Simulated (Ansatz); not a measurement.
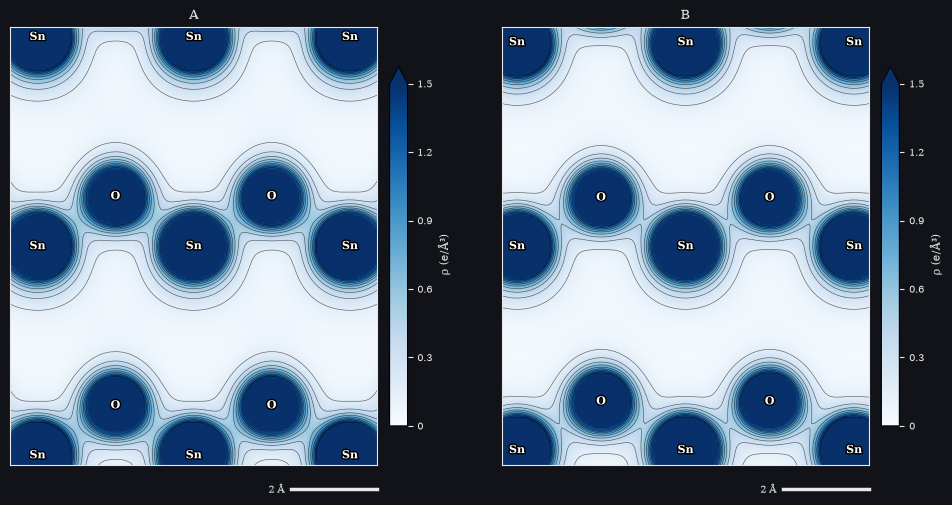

SnO. The valence charge density (pseudo) of two cells that differ in size and shape, on the (010) plane of each (indices in the axes of the calculation cell), at one length scale and on one colour scale: B has 17.9 Å³ an atom and A 15.8.

Space group P4/nmm.

These are results of DFT PBEsol+D3(BJ), scalar-relativistic, plane waves, PAW in Ansatz 0.2.0, not measurements.

The density is the valence pseudo-density of a PAW calculation; it isn't the true density close to the nuclei.

Q: What changes from the larger cell to the smaller?

A: From the larger cell to the smaller, Sn–O goes from 2.25 to 2.14 Å, and the density at its midpoint from 0.45 to 0.56 e/Å³; the pressure goes from −4.9 to 11 GPa; the Kohn–Sham gap goes from 0.29 eV to metallic.
